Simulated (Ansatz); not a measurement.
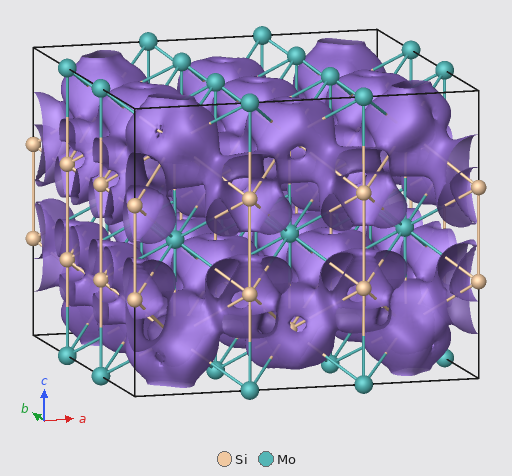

Si36Mo17 (cell with a defect). Isosurface of the electron localisation function at 0.55 (purple), seen slightly off an axis. Core shells and regions of very low density are left out. Sticks mark near contacts.

Computed without spin polarisation.

Computed with Ansatz 0.2.0, DFT PBE, scalar-relativistic, plane waves, PAW.

Q: What do the ELF domains correspond to?

A: The ELF exceeds this value in sheets that run through the cell in two directions, counted in one cell of 53 atoms. Any copies at cell faces, edges or corners count once. Along the contacts the grid gives the following. Si–Si (2.53 Å): the ELF peaks at about 0.60 between the atoms. Si–Mo (2.61 Å): the ELF peaks at about 0.70 in the valence shell of Si, 0.9 Å from its nucleus, and is about 0.40 at the midpoint.

Q: Does the calculation give a band gap?

A: It is metallic or semimetallic at this level of theory: no gap opens.
